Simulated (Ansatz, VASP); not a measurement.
# Si (Si(110)) in two plane-wave programs, part 2 of 2

Aim: how closely do two programs agree when they are given the same cell, functional and k mesh?

VASP 6.6.1 and Ansatz 0.2.0.

So far: Set-up; VASP: band structure, PBE.

**3. Ansatz: band structure, PBE**

Level of this step: Ansatz beside VASP: Kohn-Sham DFT, plane waves, PBE (Ansatz).

Ansatz runs on its default PAW (the set named soft_2) files.

The same cell, functional, mesh and smearing now go to Ansatz, which takes its cutoff from its data sets.

Contents of input.yaml:

```yaml
crystal:
  lattice:
    - [3.8282773623, 0.0, 0.0]
    - [0.0, 5.4140017663, 0.0]
    - [0.0, 0.0, 31.5469775328]
  atoms:
    - { symbol: Si, position: [0.75, 0.387151683, 0.7428622901] }
    - { symbol: Si, position: [0.25, 0.612848317, 0.7428622901] }
    - { symbol: Si, position: [0.25, 0.8770325606, 0.6852285892] }
    - { symbol: Si, position: [0.75, 0.1229674394, 0.6852285892] }
    - { symbol: Si, position: [0.75, 0.3746697443, 0.6236303267] }
    - { symbol: Si, position: [0.25, 0.6253302557, 0.6236303267] }
    - { symbol: Si, position: [0.25, 0.8739745488, 0.5617961432] }
    - { symbol: Si, position: [0.75, 0.1260254512, 0.5617961432] }
    - { symbol: Si, position: [0.75, 0.3739837134, 0.5] }
    - { symbol: Si, position: [0.25, 0.6260162866, 0.5] }
    - { symbol: Si, position: [0.25, 0.8739745488, 0.4382038568] }
    - { symbol: Si, position: [0.75, 0.1260254512, 0.4382038568] }
    - { symbol: Si, position: [0.75, 0.3746697443, 0.3763696733] }
    - { symbol: Si, position: [0.25, 0.6253302557, 0.3763696733] }
    - { symbol: Si, position: [0.25, 0.8770325606, 0.3147714108] }
    - { symbol: Si, position: [0.75, 0.1229674394, 0.3147714108] }
    - { symbol: Si, position: [0.75, 0.387151683, 0.2571377099] }
    - { symbol: Si, position: [0.25, 0.612848317, 0.2571377099] }
hamiltonian:
  xc: pbe
  pseudopotentials: { kind: paw }
kpoints:
  mp_grid: { grid: [6, 5, 1] }
  band_path:
    path:
      - [0.0, 0.0, 0.0]
      - [0.07692, 0.0, 0.0]
      - [0.15385, 0.0, 0.0]
      - [0.26923, 0.0, 0.0]
      - [0.34615, 0.0, 0.0]
      - [0.42308, 0.0, 0.0]
      - [0.5, 0.0, 0.0]
      - [0.5, 0.07692, 0.0]
      - [0.5, 0.19231, 0.0]
      - [0.5, 0.26923, 0.0]
      - [0.5, 0.34615, 0.0]
      - [0.5, 0.46154, 0.0]
      - [0.5, 0.5, 0.0]
      - [0.42308, 0.5, 0.0]
      - [0.30769, 0.5, 0.0]
      - [0.23077, 0.5, 0.0]
      - [0.11538, 0.5, 0.0]
      - [0.03846, 0.5, 0.0]
      - [0.0, 0.5, 0.0]
      - [0.0, 0.38462, 0.0]
      - [0.0, 0.30769, 0.0]
      - [0.0, 0.23077, 0.0]
      - [0.0, 0.11538, 0.0]
      - [0.0, 0.03846, 0.0]
      - [0.03846, 0.03846, 0.0]
      - [0.11538, 0.11538, 0.0]
      - [0.19231, 0.19231, 0.0]
      - [0.30769, 0.30769, 0.0]
      - [0.38462, 0.38462, 0.0]
      - [0.5, 0.5, 0.0]
    npoints: 1
scf:
  occupations: { method: gaussian, width: 0.03 }
  n_extra_bands: 15
efield:
  axis: 3
  dipole_correction: true
  ramp_width: 0.04
output:
  forces: true
  eigenvalues: true
```

Started as:

```sh
ansatz run input.yaml --threads 8 --pin off --max-ram 18432MiB --backend cpu --events-out ev --progress --plain --runs-dir out
```

Numbers of over 12 decimals in the logs are rounded to 6 here.

Log:

```text
scf.n_extra_bands = 15 over 36 filled bands (N_el = 72.0): the run solves 51 bands
Engine: ansatz 0.2.0, aarch64-unknown-linux-gnu
Pseudopotentials: kind: paw
Pseudopotential: Si, paw, valence charge 4, recommended cutoff 420 eV (normal), Si.paw.azcp
Functional definition: PBE
  parameter kappa = 0.804
  parameter beta = 0.066725
  exchange = pbe_x(kappa = kappa, mu = beta*pi^2/3)
  correlation = pbe_c(beta = beta)
Crystal: 18 atoms, lattice volume = 653.852 Å³
Basis set: ecut = 420 eV, 12775 PW (Γ), exchange–correlation on 54×80×432 points (8 copies of the dense FFT grid, shifted against one another)
Bands: 51, of which v1, the nominal top of the filled ones, is band 36 counted from 1 (35 counted from 0)
Symmetry: 4 space group operations
k-points: 12 of 30
Non-local potential: Si, projectors of the file, l = 0: 2, l = 1: 2, l = 2: 2
PAW form: soft (Blöchl's): semilocal exchange-correlation on the pseudo side does not see the compensation charge
PAW one-centre angular grid: Si, 110 points (default); XC on 64 Gauss nodes
Initial density: superposition of atomic densities (neutral atoms: chi_scale 0, normalization atom), corrected by the library's trained network
Initial wavefunctions: pseudopotential atomic-orbital guess
Functional: x = pbe(κ = 0.804, μ = 0.219515), c = pbe(β = 0.066725)
SCF iter   1: F=—  HF=-11439.791686 eV  |F-HF|=—  |Δ(HF+E_count)|=         —  Δρ=2.71e-3  dr2=2.40e-1  ethr=1.77e-3  p=0.000 e·Å  D=3.83e-14 V/Å  ΔV_dip=-0.00 eV  dr2_dipole=3.10e-7  V_vac-E_F(+/−)=4.81/4.81 eV  ⟨swp⟩=9.6  Hψ=3756  notcnv=0  defer=23
efield: sawtooth ramp at fractional position 0.9800 (placed from the atoms, in the widest stretch of the axis that holds none; the zero of the levels goes with the place), width 0.0400; the density the first Hamiltonian is built on has a dipole p = 0.000 e·Å; the dipole correction subtracts the counter field D = 3.83e-14 V/Å, which shifts the + side's vacuum level by -0.00 eV against the − side's; the planar-averaged density in the ramp window peaks in size at 4.9e-6 e/Å³
preconditioner: auto → LDOS  [metal: Δε(μ)=0.019 eV  Ē_g=7.322 eV  σ=0.030 eV  W_gap=0.32  n_scr=66 (ndim 8)  ℏωp=12.3 eV  f_vac=0.388  D(μ)=19.79/eV (n_scr^D=156)  β→1.0]
SCF iter   2: F=—  HF=-11439.777586 eV  |F-HF|=—  |Δ(HF+E_count)|=   1.41e-2  Δρ=1.14e-3  dr2=6.17e-2  ethr=3.34e-4  p=0.000 e·Å  D=4.20e-7 V/Å  ΔV_dip=-0.00 eV  dr2_dipole=9.70e-7  V_vac-E_F(+/−)=4.85/4.85 eV  ⟨swp⟩=2.8  Hψ=896  notcnv=0  defer=90
SCF iter   3: F=—  HF=-11439.775643 eV  |F-HF|=—  |Δ(HF+E_count)|=   1.94e-3  Δρ=5.24e-4  dr2=2.86e-2  ethr=8.57e-5  p=-0.000 e·Å  D=-7.75e-7 V/Å  ΔV_dip=0.00 eV  dr2_dipole=3.60e-7  V_vac-E_F(+/−)=4.85/4.85 eV  ⟨swp⟩=2.6  Hψ=837  notcnv=0  defer=101
SCF iter   4: F=—  HF=-11439.773950 eV  |F-HF|=—  |Δ(HF+E_count)|=   1.69e-3  Δρ=2.67e-4  dr2=4.38e-3  ethr=3.97e-5  p=-0.000 e·Å  D=-1.97e-7 V/Å  ΔV_dip=0.00 eV  dr2_dipole=8.77e-9  V_vac-E_F(+/−)=4.84/4.84 eV  ⟨swp⟩=1.2  Hψ=514  notcnv=0  defer=101
SCF iter   5: F=—  HF=-11439.773754 eV  |F-HF|=—  |Δ(HF+E_count)|=   1.96e-4  Δρ=1.57e-4  dr2=8.83e-4  ethr=6.08e-6  p=0.000 e·Å  D=1.73e-7 V/Å  ΔV_dip=-0.00 eV  dr2_dipole=6.78e-9  V_vac-E_F(+/−)=4.83/4.83 eV  ⟨swp⟩=2.5  Hψ=758  notcnv=0  defer=101
SCF iter   6: F=—  HF=-11439.773698 eV  |F-HF|=—  |Δ(HF+E_count)|=   5.59e-5  Δρ=8.44e-5  dr2=2.29e-4  ethr=1.23e-6  p=0.000 e·Å  D=2.02e-7 V/Å  ΔV_dip=-0.00 eV  dr2_dipole=4.31e-9  V_vac-E_F(+/−)=4.82/4.82 eV  ⟨swp⟩=2.7  Hψ=923  notcnv=0  defer=101
SCF iter   7: F=—  HF=-11439.773682 eV  |F-HF|=—  |Δ(HF+E_count)|=   1.68e-5  Δρ=4.29e-5  dr2=4.93e-5  ethr=3.18e-7  p=0.000 e·Å  D=1.58e-7 V/Å  ΔV_dip=-0.00 eV  dr2_dipole=4.48e-11  V_vac-E_F(+/−)=4.82/4.82 eV  ⟨swp⟩=2.2  Hψ=775  notcnv=0  defer=101
SCF iter   8: F=—  HF=-11439.773625 eV  |F-HF|=—  |Δ(HF+E_count)|=   5.68e-5  Δρ=2.03e-5  dr2=8.34e-6  ethr=6.85e-8  p=0.000 e·Å  D=1.01e-7 V/Å  ΔV_dip=-0.00 eV  dr2_dipole=1.04e-10  V_vac-E_F(+/−)=4.82/4.82 eV  ⟨swp⟩=2.2  Hψ=919  notcnv=0  defer=101
SCF iter   9: F=—  HF=-11439.773625 eV  |F-HF|=—  |Δ(HF+E_count)|=   2.18e-7  Δρ=6.88e-6  dr2=1.10e-6  ethr=1.16e-8  p=0.000 e·Å  D=4.57e-8 V/Å  ΔV_dip=-0.00 eV  dr2_dipole=3.57e-11  V_vac-E_F(+/−)=4.82/4.82 eV  ⟨swp⟩=2.1  Hψ=856  notcnv=0  defer=101
SCF iter  10: F=—  HF=-11439.773625 eV  |F-HF|=—  |Δ(HF+E_count)|=   3.88e-8  Δρ=2.37e-6  dr2=1.03e-7  ethr=1.52e-9  p=0.000 e·Å  D=2.27e-8 V/Å  ΔV_dip=-0.00 eV  dr2_dipole=1.10e-11  V_vac-E_F(+/−)=4.82/4.82 eV  ⟨swp⟩=2.1  Hψ=904  notcnv=0  defer=101
SCF iter  11: F=-11439.773625 eV  HF=-11439.773625 eV  |F-HF|=1.39e-8  |Δ(HF+E_count)|=   5.68e-8  Δρ=8.08e-7  dr2=1.00e-8  ethr=1.39e-10  p=0.000 e·Å  D=1.50e-8 V/Å  ΔV_dip=-0.00 eV  dr2_dipole=1.06e-12  V_vac-E_F(+/−)=4.82/4.82 eV  ⟨swp⟩=17.2  Hψ=3716  notcnv=0
SCF 1 converged in 11 iterations: F = -11439.773625 eV  dr2 = 1.00e-8
  greatest PAW one-centre occupation: 0.653 electrons in one spin orbital (limit 2), on the Si atom at site 1 (counted from 0), in its partial waves of l = 0
NSCF: frozen V_eff on 30 k-points
efield: sawtooth ramp at fractional position 0.9800 (kept from the solve that this one continues, or follows in the run), width 0.0400; the density the first Hamiltonian is built on has a dipole p = 0.000 e·Å; the dipole correction subtracts the counter field D = 1.50e-8 V/Å, which shifts the + side's vacuum level by -0.00 eV against the − side's; the planar-averaged density in the ramp window peaks in size at 1.6e-7 e/Å³
SCF converged after 11 iterations
Free energy (F): -11439.773625 eV
Harris-Foulkes:  -11439.773625 eV  (|F-HF|=1.39e-8)
Internal energy: -11439.764329 eV  (E = F + TS)
E sigma→0 (E₀):  -11439.768977 eV
Entropy (-TS):   -0.009296 eV (-0.516 meV/atom)
Fermi energy:    1.303624 eV
Dipole field:    D = -0.000001 V/Å  (p = -0.000003 e·Å, saw-weighted, corrected)
Work function:   Φ+ = 4.8196 eV   Φ− = 4.8196 eV
Levels:          The Fermi level and band energies are counted from a zero that moves with the ramp; work functions are not
--- Per-component energies (eV) ---
  E_band       = -267.269525
  E_kinetic    = 720.932606
  E_local      = -24532.836105  (includes V_loc(G=0)·N_el)
  E_nonlocal   = 468.722900
  E_hartree    = 11977.739913
  E_xc         = -989.476723
  E_vxc        = -835.821394  (∫ρ·V_xc dr)
  E_paw        = -9229.291039  (= ΣΔE_a)
  E_vpaw       = -43.742677  (= ΣTr[D̂ρ^β])
  E_aug_tail   = 0.000112  (compensation charges beyond the density's cutoff)
  E_efield     = 0.000000  (sawtooth field / dipole correction)
  E_vefield    = 0.000000  (∫n·V_field dr)
  E_ewald      = 10144.444007
  E_smearing   = -0.009296  (= −TS)
  E_closure    = 0.000000  (closes the sum)
  Σ components = -11439.773625   (vs F -11439.773625, Δ=0.00e0)
--- Forces (eV/Å), atoms counted from 1 ---
  atom   1  Si     0.00000000    -0.00794376    -0.00239134
  atom   2  Si     0.00000000     0.00794376    -0.00239134
  atom   3  Si     0.00000000     0.01468779    -0.00121759
  atom   4  Si     0.00000000    -0.01468779    -0.00121759
  atom   5  Si     0.00000000    -0.01143549    -0.01664592
  atom   6  Si     0.00000000     0.01143549    -0.01664592
  atom   7  Si     0.00000000    -0.01948333    -0.00888875
  atom   8  Si     0.00000000     0.01948333    -0.00888875
  atom   9  Si     0.00000000     0.01273730     0.00000007
  atom  10  Si     0.00000000    -0.01273730     0.00000007
  atom  11  Si     0.00000000    -0.01948338     0.00888867
  atom  12  Si     0.00000000     0.01948338     0.00888867
  atom  13  Si     0.00000000    -0.01143568     0.01664594
  atom  14  Si     0.00000000     0.01143568     0.01664594
  atom  15  Si     0.00000000     0.01468767     0.00121768
  atom  16  Si     0.00000000    -0.01468767     0.00121768
  atom  17  Si     0.00000000    -0.00794402     0.00239148
  atom  18  Si     0.00000000     0.00794402     0.00239148
  max |Σ_I F_I| component: 4.81e-7 eV/Å
--- Band table (eV; the first three rows and the last of 12) ---
  k-point 0: bands = [... 32 lower, 0.9818, 1.1378, 1.2576, 1.4330, 2.0083, 2.1038, 2.2344, 2.5269, ... 11 higher]
  k-point 1: bands = [... 32 lower, 0.5950, 0.6294, 1.0855, 1.3175, 1.9881, 2.0810, 2.1927, 2.4878, ... 11 higher]
  k-point 2: bands = [... 32 lower, -0.0086, 0.0395, 1.0678, 1.1555, 1.4348, 1.5530, 2.5378, 2.9813, ... 11 higher]
  k-point 11: bands = [... 32 lower, -0.4329, -0.4329, 1.1707, 1.1707, 1.3697, 1.3697, 3.3723, 3.3723, ... 11 higher]
```

The job ended after 26 s (8 threads of Arm Neoverse N1, shared host; peak memory 2.1 GiB; 3.4 min of CPU time).

Reading the cycles: dr2 is the Hartree energy of the density residual (eV), the measure of convergence; HF is the Harris–Foulkes estimate of the energy, which meets the free energy F at convergence.

**4. Comparison**

Known differences besides the PAW data sets themselves: the cutoff is 420 eV in Ansatz and 320 eV in VASP (PREC = Normal, projectors in real space); VASP leaves aspherical gradient terms in its spheres out (LASPH is not set), Ansatz keeps them. Total energies have different zeros and are not compared.

The two programs side by side:

| quantity | Ansatz | VASP | difference |
| --- | --- | --- | --- |
| work function, lower of the two faces (eV) | 4.82 | 4.82 | 0.00 |
| work function, higher of the two faces (eV) | 4.82 | 4.82 | 0.00 |

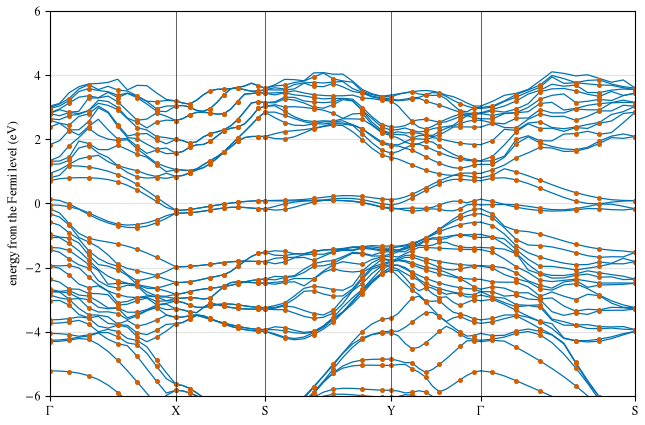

Bands from VASP (lines) and levels from Ansatz (dots). Dots without a line are higher empty bands that the VASP plot leaves out.

At this near-relaxed geometry the largest component of a force difference is 10 meV/Å. Levels from 3 eV below to 2 eV above the Fermi level differ by 2 meV r.m.s. and 7 meV at most; each VASP level is matched to the nearest of Ansatz, which flatters the figure a little.

**5. What came out**

| Item | Value |
| --- | --- |
| r.m.s. difference of levels near the Fermi level (band structure, PBE) | 2.2 meV |

**Reading.** The r.m.s. difference of levels near the Fermi level is 2.2 meV (band structure, PBE), within the 80 meV picked in this series as the mark of a large difference. Differences of this kind measure data sets and numerical settings, not the functional's error against experiment.

[Lines on the potential files, build, host, timing and source positions are cut from VASP's logs without a mark.]

[Logs are printed without paths, hosts, clocks, repeated set-up lines and the standing remarks that a program may print on its own settings, such as how far it seeks lower states.]

[Hosts, paths, dates, database ids (printed as entryN), source tags and the programs' standing remarks are cut or masked in the printed files.]
